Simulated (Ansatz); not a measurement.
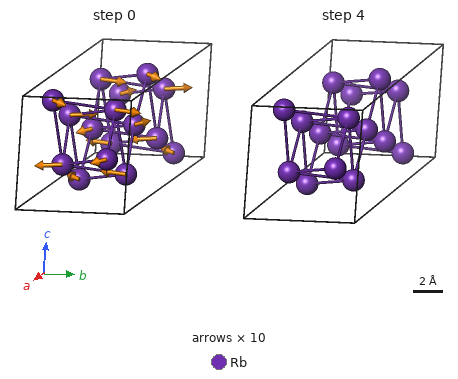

The structure of a crystal of Rb (set up in C2/c) before (left) and after (right) a relaxation, at one scale. The orange arrows give the displacements (the part carried along by the change of the cell is left out), magnified 10 times.

Style: ball-and-stick. Shown: the conventional cell (2 times the calculation's cell), slightly off an axis. Lengths and directions refer to the drawn axes.

Level of theory: DFT PBE, scalar-relativistic, plane waves, PAW in Ansatz 0.2.0.

Input
```yaml
crystal:
  lattice:
    - [11.978369, -3.919739, 0.0]
    - [11.978369, 3.919739, 0.0]
    - [-2.229886, 0.0, 7.689872]
  atoms:
    - { symbol: Rb, position: [0.827639, 0.300569, 0.559181] }
    - { symbol: Rb, position: [0.699431, 0.172361, 0.940819] }
    - { symbol: Rb, position: [0.463193, 0.914429, 0.686205] }
    - { symbol: Rb, position: [0.172361, 0.699431, 0.440819] }
    - { symbol: Rb, position: [0.536807, 0.085571, 0.313795] }
    - { symbol: Rb, position: [0.085571, 0.536807, 0.813795] }
    - { symbol: Rb, position: [0.300569, 0.827639, 0.059181] }
    - { symbol: Rb, position: [0.914429, 0.463193, 0.186205] }
basis:
  ecutwfc: 420
kpoints:
  mp_grid: { grid: [6, 6, 6] }
hamiltonian:
  xc: pbe
scf:
  occupations: { method: gaussian, width: 0.1 }
output:
  forces: true
  stress: true
  eigenvalues: true
relax:
  adjacent_minimum: "off"
  f_tol: 0.005
  max_steps: 80
  cell: { stress_tol: 0.05 }
```

Q: Summarise the run.

A: Over 3 accepted moves (4 points after the start) the energy falls by 34.1 meV per cell of the calculation. The largest force component goes from 0.026 to 0.0021 eV/Å. The pressure goes from 0.04 to 0.01 GPa. At 1 point the geometry stayed and the basis and grid were re-selected for the new cell (energy shift of less than 0.05 meV per cell of the calculation at most each time). The largest moves relative to the cell, 0.20 Å, are those of Rb3, Rb5, Rb6 and Rb8. Rb6 goes roughly along +b. The volume changes by +0.6 %, with a 23.957 → 24.124 Å (+0.7 %), b 7.839 → 7.985 Å (+1.9 %), c 8.007 → 7.986 Å (−0.3 %), β 106.2° → 109.2°. Near-neighbour distances that change, for instance: Rb1–Rb4 5.078 → 4.894 Å, Rb1–Rb8 5.086 → 4.910 Å, Rb3–Rb5 5.078 → 4.912 Å, Rb1–Rb4 (another image) 4.739 → 4.903 Å. The space group stays C2/c (No. 15). The run took about 24 core-minutes on a shared host.
